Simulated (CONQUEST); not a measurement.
**SrO: 7 runs along one coordinate**

System: SrO (4 atoms in the cell).
Method: Kohn-Sham DFT of a periodic cell, PBE, PseudoDojo NC PBE, no spin polarisation (CONQUEST 1.3).

The 7 runs differ only in the geometry, by an even scaling of the cell at fixed fractional positions. The structure derives from an entry of the Crystallography Open Database.

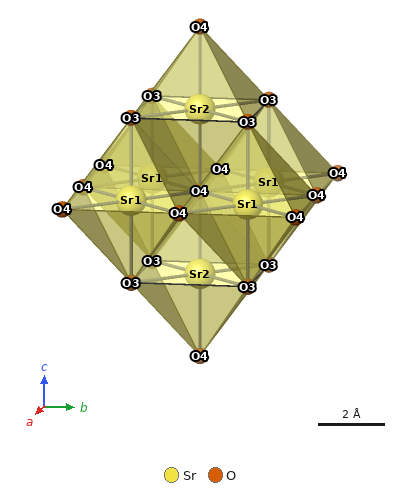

Figure 1. The structure of run 4 (polyhedral view of the cell of the calculation, seen slightly off an axis; polyhedra are completed across the faces of the cell; atoms are numbered from 1 in the order of the input).

## Input of run 4
```
IO.Title SrO
IO.Coordinates coords.dat
IO.FractionalAtomicCoords T
IO.Iprint 2
IO.Iprint_init 1
General.NumberOfSpecies 2
General.PseudopotentialType hamann
AtomMove.TypeOfRun static
AtomMove.FullStress T
Grid.PointsAlongX 40
Grid.PointsAlongY 40
Grid.PointsAlongZ 60
DM.SolutionMethod diagon
Diag.MPMesh T
Diag.GammaCentred T
Diag.MPMeshX 7
Diag.MPMeshY 7
Diag.MPMeshZ 5
Diag.kT 0.00183747
minE.SCTolerance 1e-6
SC.MaxIters 100
IO.AtomChargeOutput T
%block ChemicalSpeciesLabel
1 87.620 Sr
2 16.000 O
%endblock
```

Command:
```bash
Conquest
```

Lattice vectors (Å) and fractional positions of run 4:
```
   3.629296    0.000000    0.000000
   0.000000    3.629296    0.000000
   0.000000    0.000000    5.132600
Sr  0.000000  0.000000  0.500000
Sr  0.500000  0.500000  0.000000
O   0.000000  0.000000  0.000000
O   0.500000  0.500000  0.500000
```

Run 5 has the same physical settings and fractional positions; its lattice vectors (Å) are:
```
   3.653332    0.000000    0.000000
   0.000000    3.653332    0.000000
   0.000000    0.000000    5.166592
```

## Results, with one run withheld

| run | volume per atom (Å³) | free energy per atom, from the lowest run given (meV) | pressure (GPa) | gap on the mesh (eV) |
| --- | --- | --- | --- | --- |
| 1 | 15.887 | 60.71 | 11.71 | 3.16 |
| 2 | 16.225 | 38.68 | 9.23 | 3.18 |
| 3 | 16.563 | 21.83 | 6.63 | 3.19 |
| 4 | 16.901 | 10.02 | 4.45 | 3.21 |
| 5 | 17.239 | ? | ? | ? |
| 6 | 17.577 | 0.00 | 0.50 | 3.23 |
| 7 | 17.915 | 0.52 | −0.87 | 3.23 |

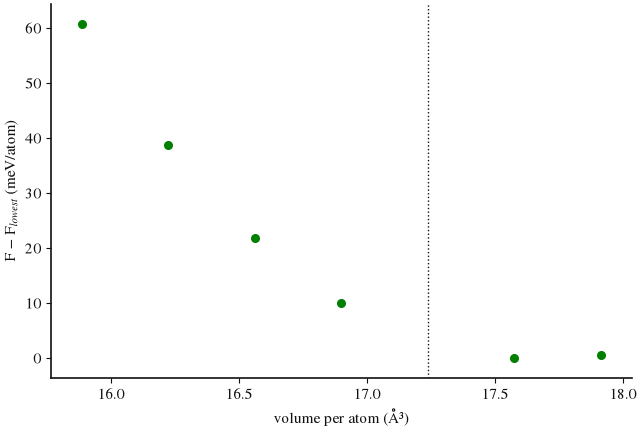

Figure 2. Free energy per atom of the runs given; the dotted line marks run 5.

What should run 5 give?

A cubic polynomial in V^(−2/3) (the Birch–Murnaghan form), fitted to the 6 runs given, misses them by at most 0.12 meV per atom. With x = V^(−2/3) − 0.15233 Å⁻², it reads F = 12.515 + 5138.1 x + 5.1432e+05 x² − 2.193e+05 x³ (meV per atom). At run 5 it gives 2.94 meV per atom, and the run itself gives 2.85. The slope of the fit gives a pressure −dF/dV of 2.40 GPa there, and the run prints 2.39 GPa. The fit has its minimum at 17.680 Å³ per atom, where V d²F/dV² gives 90.5 GPa: the bulk modulus at this level, since symmetry fixes the shape and the positions. The gap on the mesh goes, without turning, from 3.16 eV in run 1 to 3.23 eV in run 7; run 5 has 3.22 eV. These are gaps of this functional on this mesh, which can miss the band edges; they aren't the measured gap.

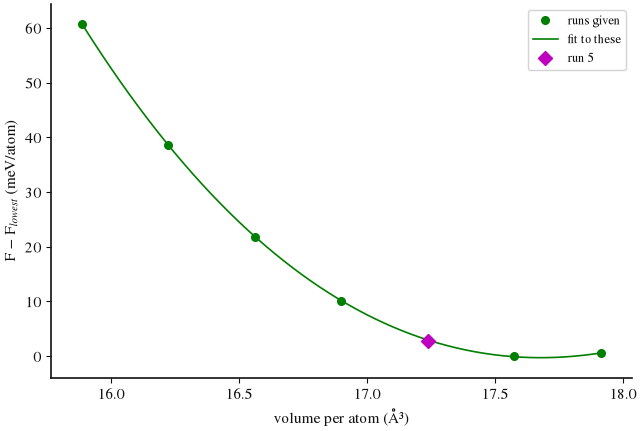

Figure 3. The fit and the withheld run.

## Some lines of the output (run 5)
```
[...]
      Using Fermi-Dirac smearing
          DFT Total Energy                 :      -101.489806460378517 Ha
          Free Energy (E-TS)               :      -101.835043647203776 Ha
          DFT Total Energy                 :      -101.535067899135555 Ha
          DFT Total Energy                 :      -101.764069897585912 Ha
          DFT Total Energy                 :      -101.756930988525255 Ha
          DFT Total Energy                 :      -101.764130277916095 Ha
          DFT Total Energy                 :      -101.764177378375223 Ha
          DFT Total Energy                 :      -101.764178222657534 Ha
          DFT Total Energy                 :      -101.764178571942523 Ha
      |* DFT total energy        =      -101.764178571942523 Ha
    force: Average pressure:      2.39413223 GPa
```

Notes: With a small basis of atomic orbitals these values can differ much from converged plane-wave results.
